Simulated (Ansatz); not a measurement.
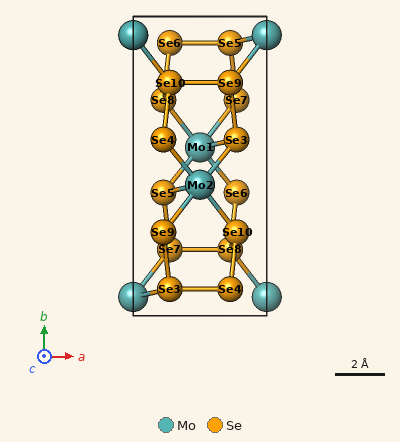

**Figure 1.** The starting structure (ball-and-stick view of the cell 2 times as large as that of the calculation, set on its symmetry axes, along the c axis; atoms are numbered from 1 in the order of the input). Near neighbours in the crystal (not all of them lie inside the picture): Mo has 6 Se at 2.61 to 2.68 Å; Se has 2 Mo at 2.61 to 2.68 Å and 2 Se at 2.49 to 2.54 Å; Se has 1 Mo at 2.65 Å and 3 Se at 2.47 to 2.54 Å.

**Geometry relaxation, with input and output: MoSe₄ (part 1 of 3)**

System: MoSe₄ (10 atoms in the cell).
Method: DFT with r2SCAN, PAW plane waves, no spin polarisation (Ansatz 0.2.0).

The structure is a generated one, with these elements put on the sites of a known structure type; it need not be a known phase. It belongs to a series of runs on one base structure; here: semilocal partner. Figures and captions count atoms from 1; the log counts them from 0 in places.

## Log
```
Warning: output.stress: scf.convergence.dr2_threshold = 1e-7 eV (the SCF's general default) is looser than the 1e-9 eV advised for a printed stress (1e-10 eV for each atom of the cell: 10). What an SCF threshold leaves in a stress goes as its square root, and in the free energy as the threshold itself, and one threshold admits the most on a small cell: of the crystals measured, under no hybrid functional and no lock of the moments, on runs that ended without the residual-converged pass, on stresses that held no estimate of that error, the worst erred by over 100 MPa in a component at 1e-7 eV an atom and by under 5 at 1e-10. Every solve of this run answers to scf.convergence.dr2_threshold, and the tensor of one is reported: a single SCF on the reported geometry and on this run's grids (its basis.xc_grid and basis.ecutrho_ratio typed), with scf.convergence.dr2_threshold at 1e-9 eV or tighter, prints it and tightens no other solve. Else set scf.convergence.dr2_threshold to 1e-9 eV or tighter. The threshold is an SCF's pass mark: one that does not reach it within its budget of iterations ends unconverged, or closes short of it on a stop that the run arms, and scf.convergence.dr2_threshold's page says what that costs each kind of run
Engine: ansatz 0.2.0, aarch64-unknown-linux-gnu
Pseudopotentials: kind: paw
Pseudopotential: Mo, paw, valence charge 14, recommended cutoff 500 eV (meta_gga), Mo.paw.azcp
Pseudopotential: Se, paw, valence charge 16, recommended cutoff 500 eV (meta_gga), Se.paw.azcp
Functional definition: r2SCAN
  parameter k0 = 0.174
  parameter k1 = 0.065
  parameter a1 = 4.9479
  exchange = r2scan_x(k0 = k0, k1 = k1, a1 = a1)
  correlation = r2scan_c
Crystal: 10 atoms, lattice volume = 218.191 Å³
Basis set: ecut = 500 eV, 5565 PW (Γ), exchange–correlation on 180×200×192 points (64 copies of the dense FFT grid, shifted against one another)
Bands: 94, of which v1, the nominal top of the filled ones, is band 78 counted from 1 (77 counted from 0)
Symmetry: 4 space group operations
Space group: C2/c (ITA 15), of the structure as read, at distance tolerance 1.8e-3 Å
k-points: 17 of 48
Non-local potential: Mo, projectors of the file, l = 0: 3, l = 1: 2, l = 2: 2, l = 3: 1
Non-local potential: Se, projectors of the file, l = 0: 2, l = 1: 2, l = 2: 3, l = 3: 1
PAW form: soft (Blöchl's): semilocal exchange-correlation on the pseudo side does not see the compensation charge
PAW frozen core: Mo, regenerated for the run's functional (the file was generated under x = pbe(κ = 0.804, μ = 0.2195149727645171), c = pbe(β = 0.06672455060314922))
PAW frozen core: Se, regenerated for the run's functional (the file was generated under x = pbe(κ = 0.804, μ = 0.2195149727645171), c = pbe(β = 0.06672455060314922))
PAW one-centre angular grid: Mo, 590 points (default); XC on 160 Gauss nodes
PAW one-centre angular grid: Se, 590 points (default); XC on 160 Gauss nodes
Initial density: read from a saved state, or passed on in memory by an earlier SCF of this step, an earlier step, the calling program or the single point that the run made first
Initial wavefunctions: pseudopotential atomic-orbital guess
Functional: x = r2scan, c = r2scan; τ floored in thin density (d = 2e-4 eV/Å³)
iter 1 solved again at ethr=5.45e-6 eV; its pass at ethr=3.10e-3 eV (dr2=8.51e-3 eV) is discarded
SCF iter   1: F=-53756.534522 eV  HF=-53756.527634 eV  |F-HF|=6.89e-3  |Δ(HF+E_count)|=         —  Δρ=2.04e-3  dr2=8.24e-3  dr2_τ=2.56e-3  ethr=5.45e-6  ⟨swp⟩=2.8  Hψ=8152  notcnv=0
preconditioner: auto → LDOS  [metal: Δε(μ)=0.007 eV  Ē_g=9.385 eV  σ=0.039 eV  W_gap=0.04  n_scr=66 (ndim 8)  ℏωp=19.5 eV  f_vac=0.039  D(μ)=8.22/eV (n_scr^D=66)  β→1.0]
SCF iter   2: F=-53756.538384 eV  HF=-53756.539589 eV  |F-HF|=1.21e-3  |Δ(HF+E_count)|=   1.20e-2  Δρ=9.23e-4  dr2=1.75e-3  dr2_τ=4.25e-4  ethr=5.28e-6  ⟨swp⟩=2.0  Hψ=3264  notcnv=0
SCF iter   3: F=-53756.539188 eV  HF=-53756.539223 eV  |F-HF|=3.51e-5  |Δ(HF+E_count)|=   3.66e-4  Δρ=1.68e-4  dr2=7.74e-5  dr2_τ=4.22e-6  ethr=1.12e-6  ⟨swp⟩=2.0  Hψ=2996  notcnv=0
SCF iter   4: F=-53756.539146 eV  HF=-53756.539149 eV  |F-HF|=2.68e-6  |Δ(HF+E_count)|=   7.40e-5  Δρ=5.05e-5  dr2=6.52e-6  dr2_τ=3.89e-7  ethr=4.96e-8  ⟨swp⟩=2.0  Hψ=2023  notcnv=0
SCF iter   5: F=-53756.539149 eV  HF=-53756.539149 eV  |F-HF|=1.71e-8  |Δ(HF+E_count)|=   3.37e-7  Δρ=1.12e-5  dr2=3.95e-7  dr2_τ=2.05e-8  ethr=4.18e-9  ⟨swp⟩=2.0  Hψ=2215  notcnv=0
SCF iter   6: F=-53756.539150 eV  HF=-53756.539150 eV  |F-HF|=1.27e-8  |Δ(HF+E_count)|=   2.19e-7  Δρ=3.75e-6  dr2=2.50e-8  dr2_τ=1.85e-9  ethr=6.41e-11  ⟨swp⟩=8.2  Hψ=9809  notcnv=0
SCF 1 converged in 6 iterations: F = -53756.539150 eV  dr2 = 2.50e-8
  Residual-converged pass: ⟨swp⟩=1.0  Hψ=1666  notcnv=0  max |occ|·‖R‖ = 7.0e-9 eV (tolerance 1.0e-8 eV)  dr2=2.50e-8  dr2_τ=1.85e-9  dr2_onsite=2.61e-9  max |Δocc| = 2.0e-11
  greatest PAW one-centre occupation: 1.000 electrons in one spin orbital (limit 2), on the Se atom at site 9 (counted from 0), in its partial waves of l = 2
relax step   1: F+E_penalty+E_count = -53756.53914973 eV  Δ(F+E_penalty+E_count) = +0.000e0 eV  max|allowed force component| = 2.450e0 eV/Å  Δτ_max = 0.0000 Å  (6 SCF iters, accepted)
Initial density: handed on by an earlier stage of this run
Initial wavefunctions: those handed on with the density
iter 1 solved again at ethr=5.55e-4 eV; its pass at ethr=3.10e-3 eV (dr2=8.66e-1 eV) is discarded
SCF iter   1: F=-53758.708247 eV  HF=-53758.591233 eV  |F-HF|=1.17e-1  |Δ(HF+E_count)|=         —  Δρ=1.57e-2  dr2=8.65e-1  dr2_τ=9.33e-1  ethr=5.55e-4  ⟨swp⟩=1.0  Hψ=5799  notcnv=0  defer=33
preconditioner: auto → LDOS  [metal: Δε(μ)=0.013 eV  Ē_g=9.409 eV  σ=0.039 eV  W_gap=0.08  n_scr=66 (ndim 8)  ℏωp=19.5 eV  f_vac=0.043  D(μ)=9.98/eV (n_scr^D=84)  β→1.0]
SCF iter   2: F=-53759.370498 eV  HF=-53759.372800 eV  |F-HF|=2.30e-3  |Δ(HF+E_count)|=   7.82e-1  Δρ=3.58e-3  dr2=2.79e-2  dr2_τ=1.76e-2  ethr=5.55e-4  ⟨swp⟩=2.0  Hψ=2296  notcnv=0  defer=33
SCF iter   3: F=-53759.371271 eV  HF=-53759.382949 eV  |F-HF|=1.17e-2  |Δ(HF+E_count)|=   1.01e-2  Δρ=1.44e-3  dr2=1.39e-2  dr2_τ=2.80e-4  ethr=1.79e-5  ⟨swp⟩=3.0  Hψ=3044  notcnv=0  defer=72
SCF iter   4: F=-53759.380513 eV  HF=-53759.380997 eV  |F-HF|=4.84e-4  |Δ(HF+E_count)|=   1.95e-3  Δρ=4.86e-4  dr2=7.71e-4  dr2_τ=4.24e-5  ethr=8.89e-6  ⟨swp⟩=2.0  Hψ=2122  notcnv=0  defer=72
SCF iter   5: F=-53759.380914 eV  HF=-53759.380916 eV  |F-HF|=1.24e-6  |Δ(HF+E_count)|=   8.13e-5  Δρ=1.21e-4  dr2=3.13e-5  dr2_τ=2.52e-6  ethr=6.41e-8  ⟨swp⟩=13.8  Hψ=16332  notcnv=0
SCF iter   6: F=-53759.380928 eV  HF=-53759.380929 eV  |F-HF|=1.45e-6  |Δ(HF+E_count)|=   1.37e-5  Δρ=4.44e-5  dr2=5.28e-6  dr2_τ=1.74e-7  ethr=2.00e-8  ⟨swp⟩=12.1  Hψ=14417  notcnv=0
SCF 2 converged in 6 iterations: F = -53759.380928 eV  dr2 = 5.28e-6
relax step   2: F+E_penalty+E_count = -53759.38092793 eV  Δ(F+E_penalty+E_count) = -2.842e0 eV  max|allowed force component| = 6.899e-1 eV/Å  Δτ_max = 0.1947 Å  (6 SCF iters, dr2 threshold 1.00e-4 eV, accepted)
SCF iter   1: F=-53759.440937 eV  HF=-53759.069653 eV  |F-HF|=3.71e-1  |Δ(HF+E_count)|=         —  Δρ=7.75e-3  dr2=2.16e-1  dr2_τ=1.31e0  ethr=1.44e-3  ⟨swp⟩=3.9  Hψ=3380  notcnv=0  defer=69
preconditioner: auto → LDOS  [metal: Δε(μ)=0.040 eV  Ē_g=9.480 eV  σ=0.039 eV  W_gap=0.25  n_scr=66 (ndim 8)  ℏωp=19.5 eV  f_vac=0.046  D(μ)=6.55/eV (n_scr^D=48)  β→1.0]
SCF iter   2: F=-53759.555555 eV  HF=-53759.629835 eV  |F-HF|=7.43e-2  |Δ(HF+E_count)|=   5.60e-1  Δρ=4.35e-3  dr2=9.23e-2  dr2_τ=1.00e-2  ethr=1.38e-4  ⟨swp⟩=3.0  Hψ=3546  notcnv=0  defer=86
SCF iter   3: F=-53759.618612 eV  HF=-53759.620200 eV  |F-HF|=1.59e-3  |Δ(HF+E_count)|=   9.63e-3  Δρ=1.21e-3  dr2=3.40e-3  dr2_τ=3.76e-4  ethr=5.92e-5  ⟨swp⟩=2.0  Hψ=2153  notcnv=0  defer=86
SCF iter   4: F=-53759.619996 eV  HF=-53759.620427 eV  |F-HF|=4.31e-4  |Δ(HF+E_count)|=   2.27e-4  Δρ=4.24e-4  dr2=5.98e-4  dr2_τ=6.07e-5  ethr=2.18e-6  ⟨swp⟩=2.0  Hψ=3011  notcnv=0  defer=86
SCF iter   5: F=-53759.620292 eV  HF=-53759.620289 eV  |F-HF|=3.33e-6  |Δ(HF+E_count)|=   1.38e-4  Δρ=8.14e-5  dr2=9.34e-6  dr2_τ=6.59e-7  ethr=3.83e-7  ⟨swp⟩=2.0  Hψ=2126  notcnv=0  defer=86
SCF iter   6: F=-53759.620296 eV  HF=-53759.620295 eV  |F-HF|=4.94e-7  |Δ(HF+E_count)|=   6.37e-6  Δρ=2.43e-5  dr2=1.14e-6  dr2_τ=4.44e-8  ethr=5.99e-9  ⟨swp⟩=15.1  Hψ=14592  notcnv=0
SCF 3 converged in 6 iterations: F = -53759.620296 eV  dr2 = 1.14e-6
  greatest PAW one-centre occupation: 1.000 electrons in one spin orbital (limit 2), on the Se atom at site 8 (counted from 0), in its partial waves of l = 2
relax step   3: F+E_penalty+E_count = -53759.62029585 eV  Δ(F+E_penalty+E_count) = -2.394e-1 eV  max|allowed force component| = 5.426e-1 eV/Å  Δτ_max = 0.0987 Å  (6 SCF iters, dr2 threshold 2.97e-5 eV, accepted)
iter 1 solved again at ethr=2.56e-4 eV; its pass at ethr=3.10e-3 eV (dr2=4.00e-1 eV) is discarded
SCF iter   1: F=-53759.353165 eV  HF=-53758.596824 eV  |F-HF|=7.56e-1  |Δ(HF+E_count)|=         —  Δρ=1.17e-2  dr2=3.95e-1  dr2_τ=4.54e0  ethr=2.56e-4  ⟨swp⟩=1.0  Hψ=5734  notcnv=0  defer=83
preconditioner: auto → LDOS  [metal: Δε(μ)=0.068 eV  Ē_g=9.477 eV  σ=0.039 eV  W_gap=0.37  n_scr=66 (ndim 8)  ℏωp=19.5 eV  f_vac=0.048  D(μ)=6.38/eV (n_scr^D=44)  β→1.0]
SCF iter   2: F=-53759.586909 eV  HF=-53759.671529 eV  |F-HF|=8.46e-2  |Δ(HF+E_count)|=    1.07e0  Δρ=5.95e-3  dr2=1.19e-1  dr2_τ=1.09e-2  ethr=2.53e-4  ⟨swp⟩=3.0  Hψ=3231  notcnv=0  defer=83
SCF iter   3: F=-53759.651634 eV  HF=-53759.656323 eV  |F-HF|=4.69e-3  |Δ(HF+E_count)|=   1.52e-2  Δρ=1.71e-3  dr2=8.22e-3  dr2_τ=9.26e-4  ethr=7.62e-5  ⟨swp⟩=2.0  Hψ=2209  notcnv=0  defer=83
SCF iter   4: F=-53759.655092 eV  HF=-53759.656115 eV  |F-HF|=1.02e-3  |Δ(HF+E_count)|=   2.08e-4  Δρ=6.17e-4  dr2=1.39e-3  dr2_τ=9.52e-5  ethr=5.27e-6  ⟨swp⟩=2.0  Hψ=2350  notcnv=0  defer=83
SCF iter   5: F=-53759.655823 eV  HF=-53759.655855 eV  |F-HF|=3.16e-5  |Δ(HF+E_count)|=   2.60e-4  Δρ=1.59e-4  dr2=6.61e-5  dr2_τ=1.60e-6  ethr=8.89e-7  ⟨swp⟩=2.0  Hψ=2135  notcnv=0  defer=83
SCF iter   6: F=-53759.655850 eV  HF=-53759.655849 eV  |F-HF|=7.29e-7  |Δ(HF+E_count)|=   5.98e-6  Δρ=4.14e-5  dr2=2.67e-6  dr2_τ=1.28e-7  ethr=1.50e-8  ⟨swp⟩=16.3  Hψ=17093  notcnv=0
SCF 4 converged in 6 iterations: F = -53759.655850 eV  dr2 = 2.67e-6
relax step   4: F+E_penalty+E_count = -53759.65584961 eV  Δ(F+E_penalty+E_count) = -3.555e-2 eV  max|allowed force component| = 3.053e-1 eV/Å  Δτ_max = 0.1520 Å  (6 SCF iters, dr2 threshold 2.34e-5 eV, accepted)
SCF iter   1: F=-53759.686053 eV  HF=-53759.600091 eV  |F-HF|=8.60e-2  |Δ(HF+E_count)|=         —  Δρ=3.48e-3  dr2=3.15e-2  dr2_τ=2.19e-1  ethr=2.63e-4  ⟨swp⟩=4.0  Hψ=3262  notcnv=0  defer=82
preconditioner: auto → LDOS  [metal: Δε(μ)=0.035 eV  Ē_g=9.481 eV  σ=0.039 eV  W_gap=0.22  n_scr=66 (ndim 8)  ℏωp=19.5 eV  f_vac=0.047  D(μ)=5.79/eV (n_scr^D=38)  β→1.0]
SCF iter   2: F=-53759.705146 eV  HF=-53759.707065 eV  |F-HF|=1.92e-3  |Δ(HF+E_count)|=   1.07e-1  Δρ=1.50e-3  dr2=3.93e-3  dr2_τ=4.85e-4  ethr=2.02e-5  ⟨swp⟩=2.1  Hψ=3445  notcnv=0  defer=78
SCF iter   3: F=-53759.706058 eV  HF=-53759.706454 eV  |F-HF|=3.96e-4  |Δ(HF+E_count)|=   6.11e-4  Δρ=4.36e-4  dr2=6.30e-4  dr2_τ=2.13e-5  ethr=2.52e-6  ⟨swp⟩=2.0  Hψ=3040  notcnv=0  defer=78
SCF iter   4: F=-53759.706331 eV  HF=-53759.706363 eV  |F-HF|=3.23e-5  |Δ(HF+E_count)|=   9.07e-5  Δρ=1.38e-4  dr2=4.93e-5  dr2_τ=4.85e-6  ethr=4.04e-7  ⟨swp⟩=2.0  Hψ=1974  notcnv=0  defer=78
SCF iter   5: F=-53759.706353 eV  HF=-53759.706353 eV  |F-HF|=6.58e-8  |Δ(HF+E_count)|=   1.04e-5  Δρ=2.74e-5  dr2=1.76e-6  dr2_τ=2.96e-7  ethr=1.89e-8  ⟨swp⟩=15.5  Hψ=14532  notcnv=0
SCF 5 converged in 5 iterations: F = -53759.706353 eV  dr2 = 1.76e-6
relax step   5: F+E_penalty+E_count = -53759.70635301 eV  Δ(F+E_penalty+E_count) = -5.050e-2 eV  max|allowed force component| = 1.024e-1 eV/Å  Δτ_max = 0.0573 Å  (5 SCF iters, dr2 threshold 2.95e-5 eV, accepted)
SCF iter   1: F=-53759.697452 eV  HF=-53759.585972 eV  |F-HF|=1.11e-1  |Δ(HF+E_count)|=         —  Δρ=2.23e-3  dr2=1.18e-2  dr2_τ=2.64e-1  ethr=4.00e-5  ⟨swp⟩=3.0  Hψ=3745  notcnv=0  defer=82
preconditioner: auto → LDOS  [metal: Δε(μ)=0.027 eV  Ē_g=9.504 eV  σ=0.039 eV  W_gap=0.17  n_scr=66 (ndim 8)  ℏωp=19.5 eV  f_vac=0.047  D(μ)=5.77/eV (n_scr^D=38)  β→1.0]
SCF iter   2: F=-53759.703111 eV  HF=-53759.710414 eV  |F-HF|=7.30e-3  |Δ(HF+E_count)|=   1.24e-1  Δρ=1.61e-3  dr2=1.03e-2  dr2_τ=2.96e-4  ethr=7.58e-6  ⟨swp⟩=2.0  Hψ=3437  notcnv=0  defer=82
SCF iter   3: F=-53759.708178 eV  HF=-53759.708205 eV  |F-HF|=2.77e-5  |Δ(HF+E_count)|=   2.21e-3  Δρ=5.83e-4  dr2=4.32e-4  dr2_τ=6.51e-5  ethr=6.57e-6  ⟨swp⟩=2.0  Hψ=2185  notcnv=0  defer=82
SCF iter   4: F=-53759.708210 eV  HF=-53759.708251 eV  |F-HF|=4.18e-5  |Δ(HF+E_count)|=   4.59e-5  Δρ=1.50e-4  dr2=6.31e-5  dr2_τ=7.65e-6  ethr=2.77e-7  ⟨swp⟩=2.0  Hψ=2845  notcnv=0  defer=82
SCF iter   5: F=-53759.708241 eV  HF=-53759.708242 eV  |F-HF|=1.39e-6  |Δ(HF+E_count)|=   9.35e-6  Δρ=3.75e-5  dr2=2.93e-6  dr2_τ=1.14e-7  ethr=4.05e-8  ⟨swp⟩=2.0  Hψ=2130  notcnv=0  defer=82
SCF iter   6: F=-53759.708242 eV  HF=-53759.708242 eV  |F-HF|=4.16e-8  |Δ(HF+E_count)|=   2.41e-7  Δρ=1.29e-5  dr2=2.75e-7  dr2_τ=2.67e-8  ethr=7.56e-10  ⟨swp⟩=14.5  Hψ=14009  notcnv=0
SCF 6 converged in 6 iterations: F = -53759.708242 eV  dr2 = 2.75e-7
relax step   6: F+E_penalty+E_count = -53759.70824166 eV  Δ(F+E_penalty+E_count) = -1.889e-3 eV  max|allowed force component| = 1.966e-1 eV/Å  Δτ_max = 0.0372 Å  (6 SCF iters, dr2 threshold 1.18e-6 eV, accepted)
```
